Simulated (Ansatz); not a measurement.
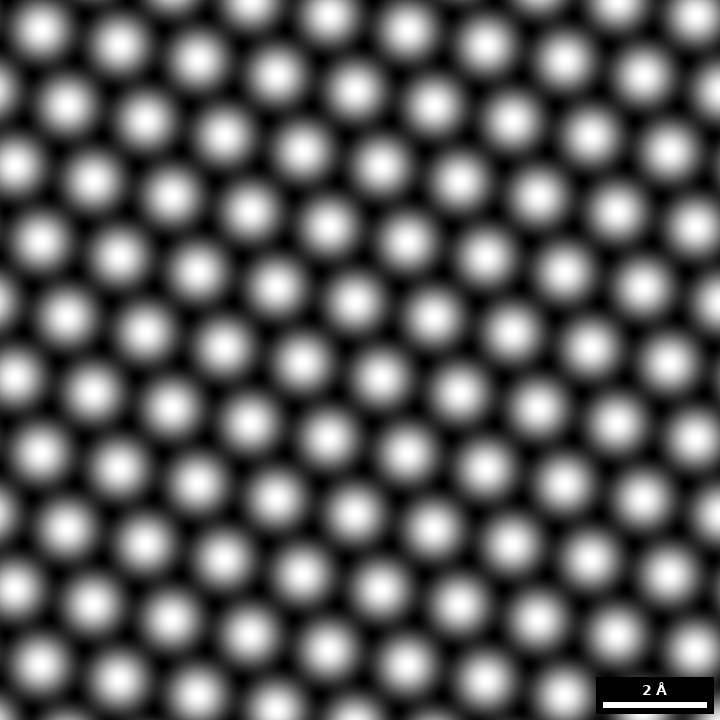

Z-contrast image of Ru (Fm-3m, No. 225). Simulated incoherent Z contrast: every atom adds Z^1.6 spread by a probe of 0.99 Å full width; channelling and multiple scattering are left out. The probe carries 15 % of its weight in a tail 2.5 times as wide. The display is stretched by a gamma of 0.8; percentages refer to the linear signal. Structure used: coordinates from a relaxation with Ansatz, DFT PBE, scalar-relativistic, plane waves, PAW; the starting structure was generated, so it need not be a known form of this composition.

```cif
data_structure
_symmetry_space_group_name_H-M 'Fm-3m'
_symmetry_Int_Tables_number 225
_cell_length_a 3.8106
_cell_length_b 3.8106
_cell_length_c 3.8106
_cell_angle_alpha 90.000
_cell_angle_beta 90.000
_cell_angle_gamma 90.000
_cell_volume 55.33
loop_
_atom_site_label
_atom_site_type_symbol
_atom_site_symmetry_multiplicity
_atom_site_Wyckoff_symbol
_atom_site_fract_x
_atom_site_fract_y
_atom_site_fract_z
_atom_site_occupancy
Ru1 Ru 4 a 0.00000 0.00000 0.00000 1
```

Which beam direction gives this image, [210], [111], [001] or [221]? (Directions equivalent by symmetry count as one.)

Answer. [111]. The projected cells are 0.85 × 1.91 Å, 90° for [210]; 1.56 × 1.56 Å, 120° for [111]; 1.91 × 1.91 Å, 90° for [001]; 0.90 × 1.42 Å, 108° for [221], and the image repeats as the [111] one does.
